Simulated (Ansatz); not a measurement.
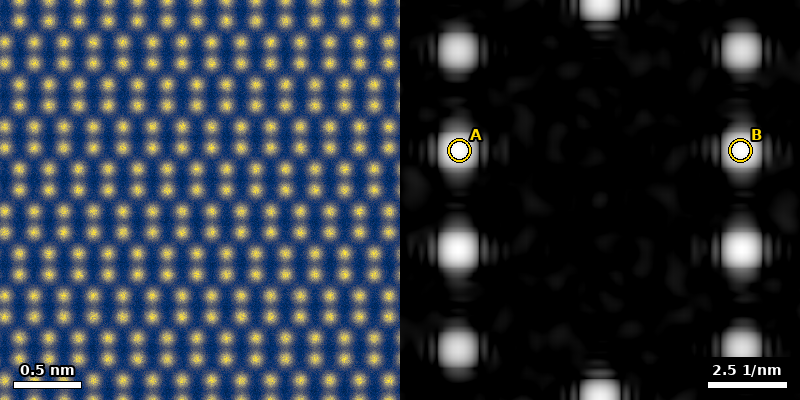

Integrated-DPC-like image of Co (I4_1/amd, No. 141) along [111]. Simulated as the projected potential of neutral atoms (B = 0.3 Å²) blurred by a 0.73 Å probe, the thin-sample limit of integrated differential phase contrast. Shot noise was added. Structure: the end point of a relaxation with DFT r2SCAN, scalar-relativistic, plane waves, PAW in Ansatz 0.2.0; the starting structure was generated, so it need not be a known form of this composition.

The right panel is the modulus of the image's Fourier transform on a logarithmic scale.

a = 4.482 Å, b = 4.482 Å, c = 2.368 Å, α = 90.00°, β = 90.00°, γ = 90.00°

> Index the marked spots and give their plane spacings (the zone axis points at the viewer; indices equivalent by symmetry, or all signs reversed, are as good).

A: (-1 0 1), d = 2.09 Å; B: (0 1 -1), d = 2.09 Å. A and B enclose 141°, and every spot obeys the zone law hu + kv + lw = 0 for [111].
